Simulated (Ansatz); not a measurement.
System: InSb (slab).

```
CELL_PARAMETERS angstrom
9.25864 0.00000 0.00000
-4.62932 8.01822 0.00000
0.00000 0.00000 22.72478
ATOMIC_POSITIONS crystal
Sb 0.50000 0.00000 0.35204
Sb 0.50000 0.50000 0.35204
Sb 0.00000 0.00000 0.35204
Sb 0.00000 0.50000 0.35204
In 0.16667 0.83333 0.39362
In 0.16667 0.33333 0.39362
In 0.66667 0.83333 0.39362
In 0.66667 0.33333 0.39362
Sb 0.66111 0.83207 0.52482
Sb 0.62500 0.32670 0.52391
Sb 0.19112 0.87554 0.52490
Sb 0.16440 0.30831 0.52208
In 0.30975 0.65092 0.54262
In 0.32502 0.18178 0.60363
In 0.84700 0.66851 0.54211
In 0.82272 0.18017 0.54125
```

All numbers below come from DFT PBE+D3(BJ), scalar-relativistic, plane waves, PAW (Ansatz 0.2.0).

What will maps of the valence pseudo-density show?

In–Sb (2.83 Å): ρ is about 0.34 e/Å³ halfway.
In–Sb (2.93 Å): the density is about 0.28 e/Å³ at the midpoint.
In–Sb (2.98 Å): ρ at the midpoint is about 0.26 e/Å³.

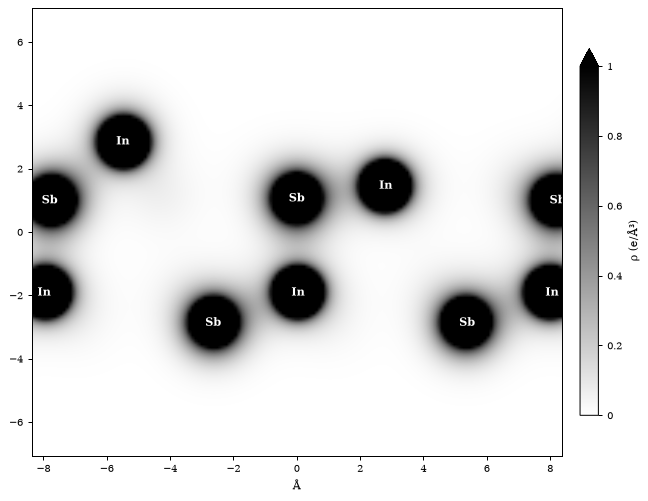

Computed valence pseudo-density on the (110) plane of the calculation cell, a cut from vacuum to vacuum. 

The density is the valence pseudo-density of a PAW calculation; it isn't the true density close to the nuclei.
